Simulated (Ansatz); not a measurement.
## PbTe: geometry relaxation

PbTe (Fm-3m, 2 atoms in the cell), computed with DFT PBE, scalar-relativistic, plane waves, PAW, no spin polarisation (Ansatz 0.2.0).

The structure derives from a Materials Project entry.

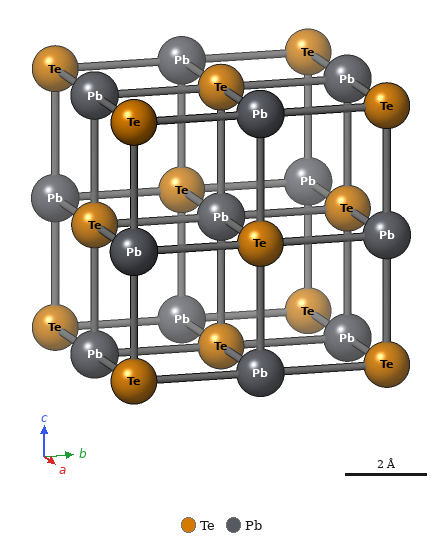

Fig. 1: The input geometry (ball-and-stick view of the cell 4 times as large as that of the calculation, set on its symmetry axes, seen slightly off an axis). Near neighbours in the crystal (not all of them lie inside the picture): Te has 6 Pb at 3.27 Å; Pb has 6 Te at 3.27 Å.

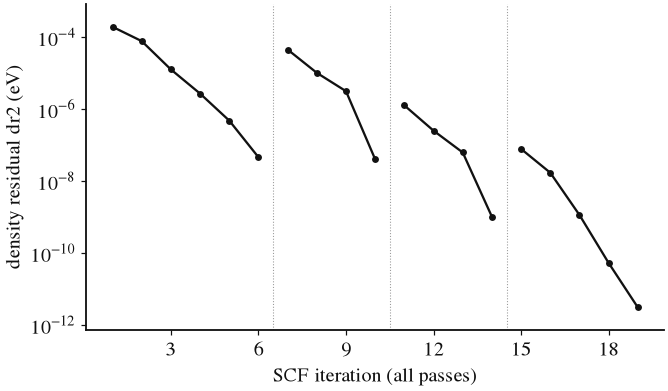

Fig. 2: Convergence of the self-consistent field: density residual dr2 against the SCF iteration. The dotted lines part the SCF passes of the relaxation: geometry steps, rejected trials and re-solves on a re-selected basis. The passes take 6, 4, 4 and 5 iterations.

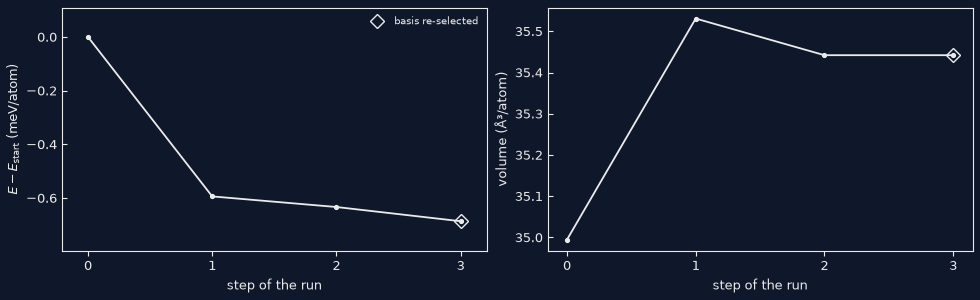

Fig. 3: Progress of the relaxation, step by step (the first geometry is step 0 here and step 1 in the log). The atoms keep their places relative to the cell (all moves are under 0.005 Å). The volume changes by +1.3 %, with a = b = c 6.542 → 6.570 Å (+0.4 %). Distances before and after: Te1–Pb2 3.271 → 3.285 Å. The space group stays Fm-3m (No. 225). The energy falls by 0.6 meV per atom in 2 geometry steps. All forces vanish by symmetry, so only the cell relaxes. Pressure: 0.50 GPa at the start and 0.00 GPa at the end. A last SCF at the same geometry on a re-selected plane-wave basis shifts the energy by −0.1 meV per atom. (Atoms are counted from 1 in the order of the input.)

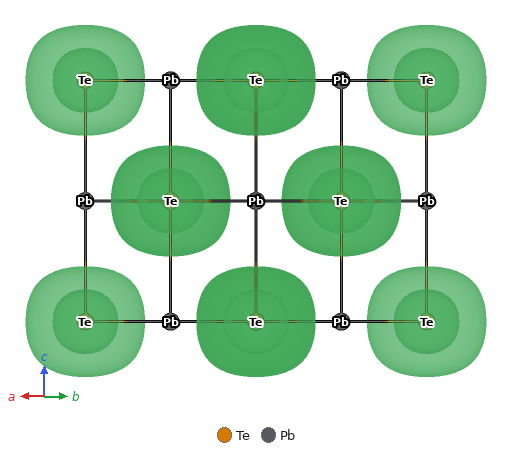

Fig. 4: Isosurface of the electron localisation function at 0.5 (green), seen along [110]. Only the valence region is drawn (cores and ρ < 0.01 e/Å³ removed). Sticks mark near contacts. The outline is the cell set on symmetry axes. Along the contacts the grid gives the following. Te–Pb (3.28 Å): the ELF peaks at about 0.65 in the valence shell of Te, 1.3 Å from its nucleus, and drops to about 0.25 between the two atoms. Core electrons are frozen (PAW), so the fields are smoothed inside the atomic spheres.

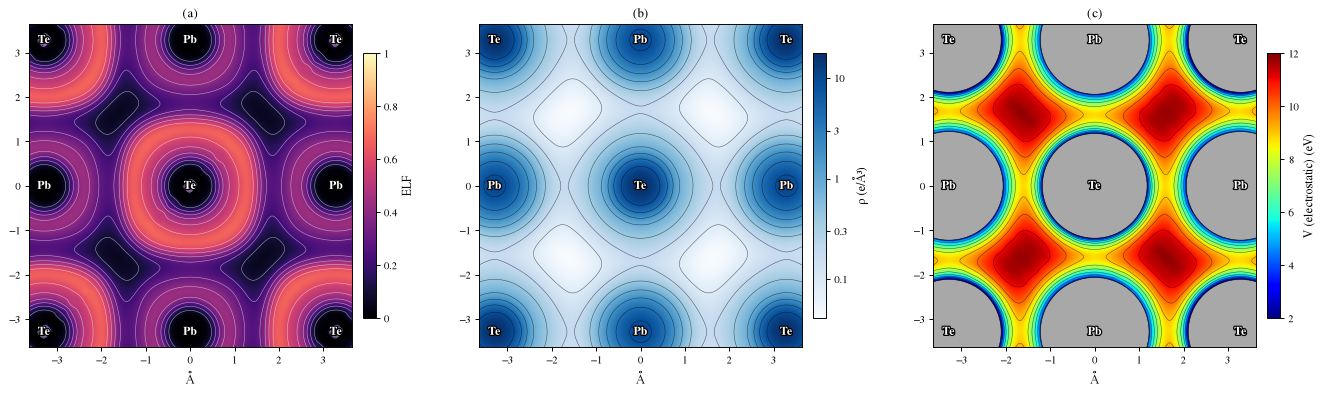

Fig. 5: (a) electron localisation function; (b) valence charge density (pseudo); (c) electrostatic potential energy of an electron on the (001) plane of the conventional cell. Grey discs, where drawn, cover atomic cores. Atoms in the plane: Te and Pb. Te–Pb (3.28 Å): the density is about 0.18 e/Å³ at the midpoint; the ELF peaks at about 0.65 in the valence shell of Te, 1.3 Å from its nucleus, and drops to about 0.25 between the two atoms. Away from the nuclei the density in this plane falls to 0.04 e/Å³ at its lowest. Outside the cores the potential energy rises away from the atoms and is highest about 2.3 Å from the nearest atoms; outside the discs it spans about 9 eV, and its zero is arbitrary.

The input that produced these results follows, with the program's output.

Input file
```yaml
crystal:
  lattice:
    - [0.0, 3.2708968051, 3.2708968051]
    - [3.2708968051, 0.0, 3.2708968051]
    - [3.2708968051, 3.2708968051, 0.0]
  atoms:
    - { symbol: Te, position: [0.0, 0.0, 0.0] }
    - { symbol: Pb, position: [0.5, 0.5, 0.5] }
basis:
  ecutwfc: 420
kpoints:
  mp_grid: { grid: [6, 6, 6] }
hamiltonian:
  xc: pbe
scf:
  occupations: { method: gaussian, width: 0.02 }
output:
  forces: true
  stress: true
  eigenvalues: true
  write_density: true
  write_potential: true
  elf: true
  volumetric_format: npy
relax:
  adjacent_minimum: "off"
  f_tol: 0.005
  max_steps: 80
  cell: { stress_tol: 0.05 }
```

Command:
```bash
ansatz run input.yaml --threads 8 --pin off --max-ram 16384MiB --backend cpu --events-out ev --progress --plain --runs-dir out
```

What the program printed
```
Engine: ansatz 0.2.0, aarch64-unknown-linux-gnu
Pseudopotentials: kind: paw
Pseudopotential: Te, paw, valence charge 16, recommended cutoff 420 eV (normal), Te.paw.azcp
Pseudopotential: Pb, paw, valence charge 14, recommended cutoff 420 eV (normal), Pb.paw.azcp
Functional definition: PBE
  parameter kappa = 0.804
  parameter beta = 0.06672455060314922
  exchange = pbe_x(kappa = kappa, mu = beta*pi^2/3)
  correlation = pbe_c(beta = beta)
Crystal: 2 atoms, lattice volume = 69.989 Å³
Basis set: ecut = 420 eV, 1363 PW (Γ), exchange–correlation on 64×64×64 points (8 copies of the dense FFT grid, shifted against one another)
Bands: 19, of which v1, the nominal top of the filled ones, is band 15 counted from 1 (14 counted from 0)
Symmetry: 48 space group operations
Space group: Fm-3m (ITA 225), of the structure as read, at distance tolerance 4.1e-5 Å
k-points: 16 of 216
Non-local potential: Te, projectors of the file, l = 0: 2, l = 1: 2, l = 2: 2, l = 3: 2
Non-local potential: Pb, projectors of the file, l = 0: 2, l = 1: 2, l = 2: 2, l = 3: 2
PAW form: soft (Blöchl's): semilocal exchange-correlation on the pseudo side does not see the compensation charge
PAW one-centre angular grid: Te, 590 points (default); XC on 64 Gauss nodes
PAW one-centre angular grid: Pb, 590 points (default); XC on 64 Gauss nodes
Initial density: superposition of atomic densities (neutral atoms: chi_scale 0, normalization atom), corrected by the library's trained network
Initial wavefunctions: pseudopotential atomic-orbital guess
Functional: x = pbe(κ = 0.804, μ = 0.2195149727645171), c = pbe(β = 0.06672455060314922)
SCF iter   1: F=—  HF=-18887.187386 eV  |F-HF|=—  |Δ(HF+E_count)|=         —  Δρ=4.98e-4  dr2=1.96e-4  ethr=1.77e-3  ⟨swp⟩=6.9  Hψ=1594  notcnv=0
preconditioner: auto → none  [insulator: Δε(μ)=0.802 eV  Ē_g=14.627 eV  σ=0.020 eV  W_gap=1.00  n_scr=14 (ndim 8)  ℏωp=19.8 eV  f_vac=0.017  D(μ)=0.00/eV (n_scr^D=0)  ε∞_Penn≈2.8]
SCF iter   2: F=—  HF=-18887.185616 eV  |F-HF|=—  |Δ(HF+E_count)|=   1.77e-3  Δρ=3.50e-4  dr2=7.85e-5  ethr=6.53e-7  ⟨swp⟩=3.2  Hψ=857  notcnv=0
SCF iter   3: F=—  HF=-18887.185616 eV  |F-HF|=—  |Δ(HF+E_count)|=   3.95e-7  Δρ=1.64e-4  dr2=1.28e-5  ethr=2.62e-7  ⟨swp⟩=2.0  Hψ=437  notcnv=0
SCF iter   4: F=—  HF=-18887.185643 eV  |F-HF|=—  |Δ(HF+E_count)|=   2.72e-5  Δρ=5.91e-5  dr2=2.73e-6  ethr=4.26e-8  ⟨swp⟩=2.0  Hψ=544  notcnv=0
SCF iter   5: F=—  HF=-18887.185641 eV  |F-HF|=—  |Δ(HF+E_count)|=   1.49e-6  Δρ=2.39e-5  dr2=4.84e-7  ethr=9.09e-9  ⟨swp⟩=2.0  Hψ=544  notcnv=0
SCF iter   6: F=-18887.185641 eV  HF=-18887.185641 eV  |F-HF|=5.67e-8  |Δ(HF+E_count)|=   2.44e-8  Δρ=7.58e-6  dr2=4.65e-8  ethr=3.33e-10  ⟨swp⟩=7.8  Hψ=2173  notcnv=0
SCF 1 converged in 6 iterations: F = -18887.185641 eV  dr2 = 4.65e-8
  greatest PAW one-centre occupation: 0.998 electrons in one spin orbital (limit 2), on the Te atom at site 0 (counted from 0), in its partial waves of l = 2
relax step   1: F+E_penalty+E_count = -18887.18564121 eV  Δ(F+E_penalty+E_count) = +0.000e0 eV  max|allowed force component| = 6.794e-29 eV/Å  Δτ_max = 0.0000 Å  P = +0.504 GPa  Ω = 69.989 Å³  (6 SCF iters, dr2 threshold 1.00e-7 eV, accepted)
Crystal: 2 atoms, lattice volume = 71.062 Å³
Basis set: ecut = 420 eV, 1411 PW (Γ), exchange–correlation on 64×64×64 points (8 copies of the dense FFT grid, shifted against one another)
Initial density: handed on by an earlier stage of this run
Initial wavefunctions: those handed on with the density
iter 1 solved again at ethr=2.83e-7 eV; its pass at ethr=3.10e-3 eV (dr2=8.49e-5 eV) is discarded
SCF iter   1: F=—  HF=-18887.186821 eV  |F-HF|=—  |Δ(HF+E_count)|=         —  Δρ=2.15e-4  dr2=4.57e-5  ethr=2.83e-7  ⟨swp⟩=3.1  Hψ=2073  notcnv=0
preconditioner: auto → none  [insulator: Δε(μ)=0.834 eV  Ē_g=14.581 eV  σ=0.020 eV  W_gap=1.00  n_scr=14 (ndim 8)  ℏωp=19.7 eV  f_vac=0.021  D(μ)=0.00/eV (n_scr^D=0)  ε∞_Penn≈2.8]
SCF iter   2: F=—  HF=-18887.186825 eV  |F-HF|=—  |Δ(HF+E_count)|=   4.21e-6  Δρ=1.03e-4  dr2=1.03e-5  ethr=1.52e-7  ⟨swp⟩=1.8  Hψ=321  notcnv=0
SCF iter   3: F=—  HF=-18887.186830 eV  |F-HF|=—  |Δ(HF+E_count)|=   4.34e-6  Δρ=4.63e-5  dr2=3.18e-6  ethr=3.44e-8  ⟨swp⟩=3.0  Hψ=544  notcnv=0
SCF iter   4: F=-18887.186829 eV  HF=-18887.186829 eV  |F-HF|=2.01e-8  |Δ(HF+E_count)|=   7.43e-7  Δρ=9.45e-6  dr2=4.06e-8  ethr=6.67e-10  ⟨swp⟩=8.6  Hψ=2416  notcnv=0
SCF 2 converged in 4 iterations: F = -18887.186829 eV  dr2 = 4.06e-8
relax step   2: F+E_penalty+E_count = -18887.18682904 eV  Δ(F+E_penalty+E_count) = -1.188e-3 eV  max|allowed force component| = 3.872e-29 eV/Å  Δτ_max = 0.0000 Å  P = -0.099 GPa  Ω = 71.062 Å³  energy of the carried Pulay correction = -1.423e-4 eV  (4 SCF iters, dr2 threshold 2.00e-7 eV, accepted)
Crystal: 2 atoms, lattice volume = 70.884 Å³
iter 1 solved again at ethr=3.22e-8 eV; its pass at ethr=3.10e-3 eV (dr2=9.65e-6 eV) is discarded
SCF iter   1: F=—  HF=-18887.186907 eV  |F-HF|=—  |Δ(HF+E_count)|=         —  Δρ=3.57e-5  dr2=1.28e-6  ethr=3.22e-8  ⟨swp⟩=3.0  Hψ=1959  notcnv=0
preconditioner: auto → none  [insulator: Δε(μ)=0.828 eV  Ē_g=14.589 eV  σ=0.020 eV  W_gap=1.00  n_scr=14 (ndim 8)  ℏωp=19.7 eV  f_vac=0.019  D(μ)=0.00/eV (n_scr^D=0)  ε∞_Penn≈2.8]
SCF iter   2: F=—  HF=-18887.186908 eV  |F-HF|=—  |Δ(HF+E_count)|=   5.44e-7  Δρ=1.66e-5  dr2=2.54e-7  ethr=4.27e-9  ⟨swp⟩=1.9  Hψ=331  notcnv=0
SCF iter   3: F=—  HF=-18887.186908 eV  |F-HF|=—  |Δ(HF+E_count)|=   3.24e-8  Δρ=6.45e-6  dr2=6.29e-8  ethr=8.48e-10  ⟨swp⟩=2.8  Hψ=522  notcnv=0
SCF iter   4: F=-18887.186908 eV  HF=-18887.186908 eV  |F-HF|=3.53e-10  |Δ(HF+E_count)|=   1.49e-8  Δρ=1.39e-6  dr2=1.03e-9  ethr=8.09e-11  ⟨swp⟩=9.6  Hψ=1988  notcnv=0
SCF 3 converged in 4 iterations: F = -18887.186908 eV  dr2 = 1.03e-9
relax step   3: F+E_penalty+E_count = -18887.18690802 eV  Δ(F+E_penalty+E_count) = -7.898e-5 eV  max|allowed force component| = 7.964e-29 eV/Å  Δτ_max = 0.0000 Å  P = -0.002 GPa  Ω = 70.884 Å³  energy of the carried Pulay correction = -1.190e-4 eV  (4 SCF iters, dr2 threshold 2.43e-8 eV, accepted)
Initial wavefunctions: pseudopotential atomic-orbital guess (no wavefunctions were taken with the density)
iter 1 solved again at ethr=2.02e-7 eV; its pass at ethr=3.10e-3 eV (dr2=6.07e-5 eV) is discarded
SCF iter   1: F=—  HF=-18887.186957 eV  |F-HF|=—  |Δ(HF+E_count)|=         —  Δρ=6.20e-5  dr2=7.88e-8  ethr=2.02e-7  ⟨swp⟩=3.7  Hψ=2444  notcnv=0
SCF iter   2: F=—  HF=-18887.187000 eV  |F-HF|=—  |Δ(HF+E_count)|=   4.28e-5  Δρ=3.09e-5  dr2=1.72e-8  ethr=2.63e-10  ⟨swp⟩=2.9  Hψ=579  notcnv=0
SCF iter   3: F=—  HF=-18887.187014 eV  |F-HF|=—  |Δ(HF+E_count)|=   1.38e-5  Δρ=6.21e-6  dr2=1.15e-9  ethr=5.73e-11  ⟨swp⟩=2.4  Hψ=416  notcnv=0
SCF iter   4: F=—  HF=-18887.187014 eV  |F-HF|=—  |Δ(HF+E_count)|=   5.67e-7  Δρ=4.09e-7  dr2=5.32e-11  ethr=3.83e-12  ⟨swp⟩=2.0  Hψ=457  notcnv=0
SCF iter   5: F=-18887.187014 eV  HF=-18887.187014 eV  |F-HF|=3.64e-12  |Δ(HF+E_count)|=   2.08e-9  Δρ=5.08e-8  dr2=3.10e-12  ethr=1.00e-12  ⟨swp⟩=7.4  Hψ=1577  notcnv=0
SCF 4 converged in 5 iterations: F = -18887.187014 eV  dr2 = 3.10e-12
relax step   4: F+E_penalty+E_count = -18887.18701407 eV  Δ(F+E_penalty+E_count) = -1.061e-4 eV  max|allowed force component| = 3.859e-29 eV/Å  Δτ_max = 0.0000 Å  P = -0.002 GPa  Ω = 70.884 Å³  stress off target by 1.79e-3 GPa  SCF on the basis re-selected at this cell (its energy is not comparable with the rows above)  (5 SCF iters)
basis re-selected at this cell: Δ(F+E_penalty+E_count) = -1.061e-4 eV, ΔP = +0.000 GPa vs the last step (what re-selecting the basis moved, of the pressure what is left beyond the Pulay correction that the steps carried, after the strain that the cell walked since its last selection, with what the two solves' SCF thresholds leave and, on support functions, any second-order correction that the steps lacked; it is no measure of the basis error at this ecutwfc). This SCF's stress stands 1.79e-3 GPa from its target on what of the cell is left free (relax.cell.stress_tol is 5.00e-2 GPa) and its largest allowed force component is 3.86e-29 eV/Å (relax.f_tol is 5.00e-3 eV/Å): within both
SCF converged after 5 iterations
Free energy (F): -18887.187014 eV
Harris-Foulkes:  -18887.187014 eV  (|F-HF|=3.64e-12)
Internal energy: -18887.187014 eV  (E = F + TS)
E sigma→0 (E₀):  -18887.187014 eV
Fermi energy:    8.339721 eV
--- Per-component energies (eV) ---
  E_band       = -335.024109
  E_kinetic    = 467.027680
  E_local      = -2459.355534  (includes V_loc(G=0)·N_el)
  E_nonlocal   = 39.733003
  E_hartree    = 1283.003440
  E_xc         = -344.955812
  E_vxc        = -236.278805  (∫ρ·V_xc dr)
  E_paw        = -15066.428635  (= ΣΔE_a)
  E_vpaw       = -712.157152  (= ΣTr[D̂ρ^β])
  E_aug_tail   = -0.000160  (compensation charges beyond the density's cutoff)
  E_ewald      = -2806.210997
  E_smearing   = -0.000000  (= −TS)
  E_closure    = -0.000000  (closes the sum)
  Σ components = -18887.187014   (vs F -18887.187014, Δ=0.00e0)
--- Forces (eV/Å), atoms counted from 1 ---
  atom   1  Te    -0.00000000     0.00000000    -0.00000000
  atom   2  Pb     0.00000000    -0.00000000     0.00000000
  max |Σ_I F_I| component: 7.43e-29 eV/Å
--- Stress (GPa, compression-positive) ---
       -0.001793      -0.000000      -0.000000
        0.000000      -0.001793       0.000000
       -0.000000      -0.000000      -0.001793
  P = ⅓ Tr σ = -0.0018 GPa (-0.018 kbar)
--- Band table (eV; the first three rows and the last of 16) ---
  k-point 0: bands = ["-28.0480", "-28.0480", "-28.0437", "-28.0437", "-28.0437", "-8.7272", "-8.7272", "-8.7222", "-8.7222", "-8.7222", "-3.6926", "2.2188", "6.7648", "6.7648", "6.7648", "11.9483", "11.9483", "11.9483", "13.8581"]
  k-point 1: bands = ["-28.0480", "-28.0480", "-28.0436", "-28.0436", "-28.0436", "-8.7300", "-8.7300", "-8.7215", "-8.7189", "-8.7189", "-3.4731", "1.5981", "6.8320", "6.8320", "7.0793", "10.8262", "11.0814", "11.0814", "13.7150"]
  k-point 2: bands = ["-28.0479", "-28.0479", "-28.0435", "-28.0434", "-28.0434", "-8.7365", "-8.7365", "-8.7205", "-8.7117", "-8.7117", "-2.8805", "0.3636", "7.0311", "7.0311", "7.5852", "9.4391", "9.8652", "9.8652", "14.5917"]
  k-point 15: bands = ["-28.0481", "-28.0478", "-28.0436", "-28.0432", "-28.0430", "-8.7652", "-8.7254", "-8.7231", "-8.7088", "-8.7013", "-2.0844", "0.2655", "4.1277", "4.8993", "6.8222", "10.7027", "12.3748", "13.7524", "13.8076"]
--- Relaxed structure (3 steps of the walk, 3 accepted, 1 SCFs on fresh bases) ---
  F+E_penalty+E_count = -18887.18701407 eV   max|allowed force component| = 3.859e-29 eV/Å   (the final SCF, on the basis selected at the relaxed cell)
  cell:  # Å, volume = 70.8840 Å³
    - [3.8215290246716913e-35, 3.2847785970968784, 3.2847785970968784]
    - [3.2847785970968784, -3.057223219737354e-34, 3.2847785970968784]
    - [3.2847785970968784, 3.2847785970968784, -1.1464587074015075e-34]
  atoms:
    - { symbol: Te, position: [-1.3800185624132647e-36, 1.76335705200489e-36, 4.216723385374556e-36] }
    - { symbol: Pb, position: [0.5, 0.5, 0.5] }
```

Trajectory as extended XYZ (Å, eV, eV/Å), 4 frames, from step=1 to step=4
```
2
Lattice="0.0000 3.2709 3.2709 3.2709 0.0000 3.2709 3.2709 3.2709 0.0000" Properties=species:S:1:pos:R:3:forces:R:3 step=1 energy=-18887.18564 pressure_GPa=0.50
Te    0.0000    0.0000    0.0000    0.0000   0.0000   0.0000
Pb    3.2709    3.2709    3.2709    0.0000   0.0000   0.0000
2
Lattice="0.0000 3.2875 3.2875 3.2875 0.0000 3.2875 3.2875 3.2875 0.0000" Properties=species:S:1:pos:R:3:forces:R:3 step=2 energy=-18887.18683 pressure_GPa=-0.10
Te    0.0000    0.0000    0.0000    0.0000   0.0000   0.0000
Pb    3.2875    3.2875    3.2875    0.0000   0.0000   0.0000
2
Lattice="0.0000 3.2848 3.2848 3.2848 0.0000 3.2848 3.2848 3.2848 0.0000" Properties=species:S:1:pos:R:3:forces:R:3 step=3 energy=-18887.18691 pressure_GPa=-0.00
Te    0.0000    0.0000    0.0000    0.0000   0.0000   0.0000
Pb    3.2848    3.2848    3.2848    0.0000   0.0000   0.0000
2
Lattice="0.0000 3.2848 3.2848 3.2848 0.0000 3.2848 3.2848 3.2848 0.0000" Properties=species:S:1:pos:R:3:forces:R:3 step=4 energy=-18887.18701 pressure_GPa=-0.00
Te    0.0000    0.0000    0.0000    0.0000   0.0000   0.0000
Pb    3.2848    3.2848    3.2848    0.0000   0.0000   0.0000
```

Key numbers

| quantity | value |
| --- | --- |
| outcome | converged |
| space group (tolerance 0.01 Å) | Fm-3m (225) |
| electrons treated | 30 |
| free energy | −18887.1870 eV |
| Fermi energy | 8.340 eV |
| gap on the k-point mesh | 0.83 eV |
| pressure | 0.00 GPa |
| final volume | 70.88 Å³ |
| largest force (length of the vector) at the end | under 0.001 eV/Å |
| final cell | a = 4.645 Å, b = 4.645 Å, c = 4.645 Å, α = 60.00°, β = 60.00°, γ = 60.00° |
| hardware | 8 threads of Arm Neoverse V1, 24 GiB of memory available, shared host |
| wall time | 1.5 s (CPU time 8.4 s) |
| peak memory | 0.41 GiB |

Notes

Spin–orbit coupling is left out, which matters for Pb.
